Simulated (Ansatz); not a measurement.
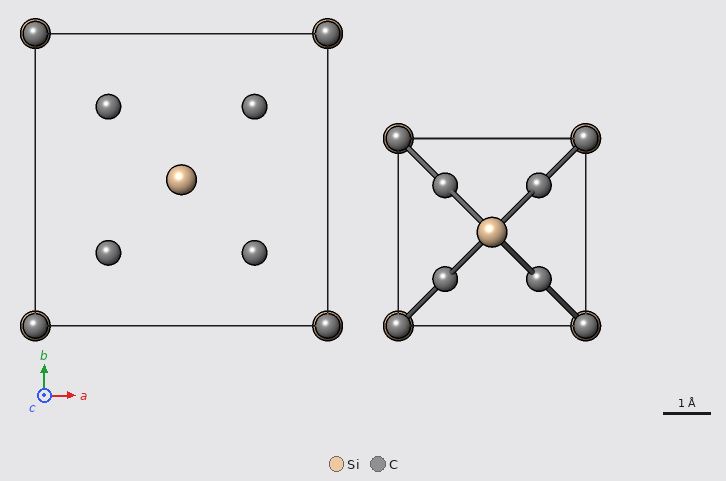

Two geometries of a crystal of SiC5 (a generated structure, set up in I4/mmm) (coarse preliminary run), drawn at one scale. One is the start of a relaxation, the other its converged end. The picture is a ball-and-stick view of the conventional cell (2 times the calculation's cell), seen along the c axis. Lengths and directions refer to the drawn axes.

All numbers below come from Ansatz, DFT PBE, scalar-relativistic, plane waves, PAW. Set-up: plane-wave cutoff 420 eV; k-point mesh 4 × 4 × 4; occupations gaussian; smearing width 0.1 eV; collinear spin; cell and atoms relaxed; force threshold 0.04 eV/Å; at most 70 steps.

Q: Which one is relaxed?

A: The right one is the relaxed one. Over 11 accepted moves (13 points after the start) the energy falls by 16.175 eV per cell of the calculation. All forces vanish by symmetry, so only the cell relaxes. Pressure: −17.08 GPa at the start and 0.00 GPa at the end. The SCF was repeated twice at an unchanged geometry on a basis and grid sized afresh for the cell, which shifted the energy by 12.1 meV per cell of the calculation at most. The atoms keep their places relative to the cell (all moves are under 0.005 Å). The volume changes by −68.8 %, with a = b 6.345 → 4.067 Å (−35.9 %), c 7.258 → 5.513 Å (−24.0 %). Near-neighbour distances that change, for instance: C–C 3.172 → 2.034 Å, C–C 2.885 → 1.992 Å, C–Si 2.885 → 1.992 Å. New bonds form: C–Si (2.89 → 1.99 Å). The space group stays I4/mmm (No. 139). The program noted that the starting moments weren't kept. The run took 100 s on 1 thread of Intel(R) Xeon(R) Processor @ 2.70GHz, with other jobs on the host, peak memory 0.45 GiB.
